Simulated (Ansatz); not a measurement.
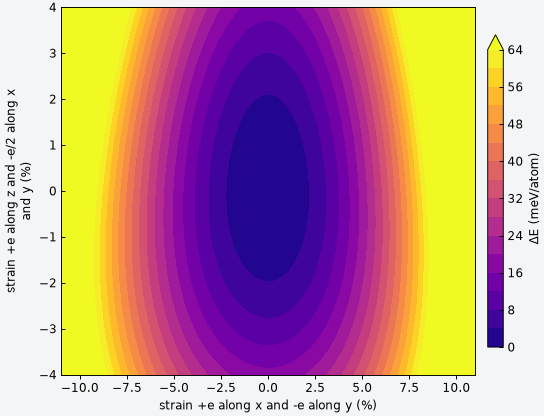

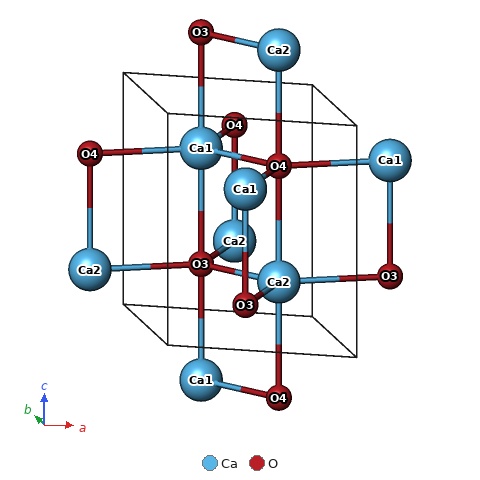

Energy landscape of CaO (P6_3/mmc, No. 194; 4 atoms in the cell). The energy is mapped over two homogeneous strains (x along [1 0 0], y along [1 2 0], z along [0 0 1] of the conventional cell). First axis: strain +e along x and -e along y. Second axis: strain +e along z and -e/2 along x and y. Nothing is relaxed (fractional coordinates fixed). The scan uses a 7 × 7 grid. Points are written as (first, second). Energies: meV/atom, counted from the lowest grid point. The calculation used Ansatz 0.2.0, DFT PBE, scalar-relativistic, plane waves, PAW. Settings: cutoff 520 eV, k-mesh 9×9×6 in the order of the run's cell vectors, gaussian smearing 0.05 eV, no spin polarisation.

Drawn: filled contours, one colour for all values above the top of the scale. Between grid points the surface is interpolated. The second picture is the structure at the lowest point

### Where are the wells?

The lowest grid point is at (0.0 %, 0.00 %). No other kind of well shows on this grid. The highest grid point, (11.0 %, 4.00 %), lies 154 meV/atom above the lowest. Round the minimum the two coordinates are nearly uncoupled. The gap on the k-mesh is 3.1 eV at the lowest point and runs from 2.9 to 3.5 eV over the map.

The values on the grid:

| second ↓, first → | −11.0 | −7.3 | −3.7 | 0.0 | 3.7 | 7.3 | 11.0 |
| --- | --- | --- | --- | --- | --- | --- | --- |
| 4.00 | 127 | 64 | 27 | 14 | 28 | 72 | 154 |
| 2.67 | 113 | 54 | 18 | 6 | 19 | 61 | 138 |
| 1.33 | 101 | 46 | 13 | 2 | 14 | 52 | 125 |
| 0.00 | 93 | 42 | 11 | 0 | 11 | 48 | 115 |
| −1.33 | 89 | 41 | 12 | 2 | 12 | 46 | 110 |
| −2.67 | 89 | 44 | 17 | 7 | 17 | 49 | 109 |
| −4.00 | 94 | 51 | 26 | 17 | 27 | 57 | 113 |

The whole map (49 points run) took 12 min on 1 thread of Arm Neoverse N1 (shared host).
